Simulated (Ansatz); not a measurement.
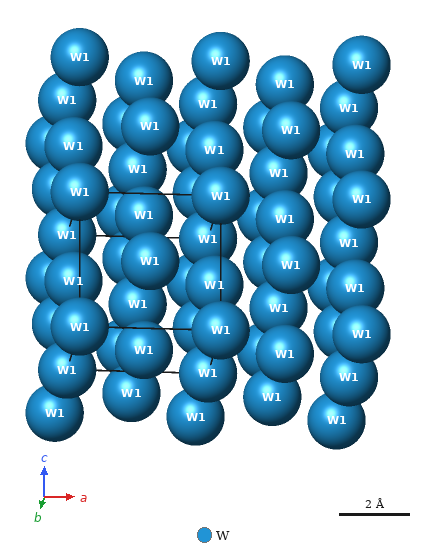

This is a symmetric starting cell of W. A spheres-only model of the conventional cell (4 times the calculation's cell), repeated 2 × 2 × 2 with one cell outlined, seen from a free direction. Lengths and directions refer to the drawn axes.

These are results of DFT PBE, scalar-relativistic, plane waves, PAW (Ansatz), not measurements. (plane-wave cutoff 420 eV; k-point mesh 16 × 16 × 16; occupations gaussian; smearing width 0.1 eV; no spin polarisation)

The variant: The cell is strained by +3.1 % along a and +0.1 % across it (volume +3.4 %), the atoms keeping their fractional coordinates. No relaxation follows. The starting cell wasn't computed here and needn't be at equilibrium, so pressure and forces aren't due to the change alone.

Input file:
```yaml
crystal:
  lattice:
    - [0.0, 2.0324157, 2.0324157]
    - [2.0933157, 0.0, 2.0324157]
    - [2.0933157, 2.0324157, 0.0]
  atoms:
    - { symbol: W, position: [0.0, 0.0, 0.0] }
basis:
  ecutwfc: 420
kpoints:
  mp_grid: { grid: [16, 16, 16] }
hamiltonian:
  xc: pbe
scf:
  occupations: { method: gaussian, width: 0.1 }
output:
  forces: true
  stress: true
  eigenvalues: true
  populations: true
```

Launched with:
```bash
ansatz run input.yaml --threads 1 --pin off --max-ram 1331MiB --backend cpu --events-out ev --progress --plain --runs-dir out
```

Q: Predict the response.

A: The pressure is −13.0 GPa (not all of it need come from the change, since the unchanged cell can be under pressure at this level too). The principal stresses (compression positive) are −7.9 GPa along a and −15.5 GPa across it. All forces vanish by symmetry. Some distances before and after: W–W 2.871 → 2.874 to 2.918 Å. The space group (tolerance 0.01 Å) goes from Fm-3m (No. 225) to I4/mmm (No. 139).

The changed structure in the same view:

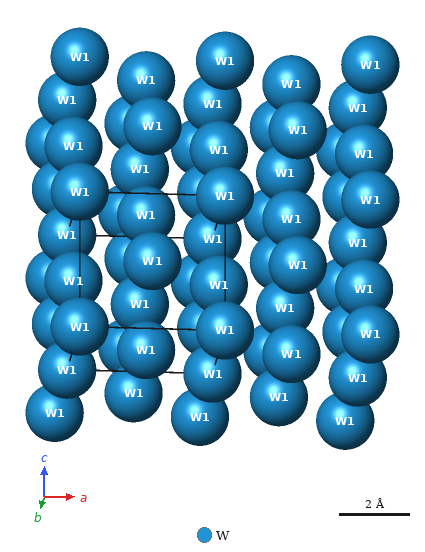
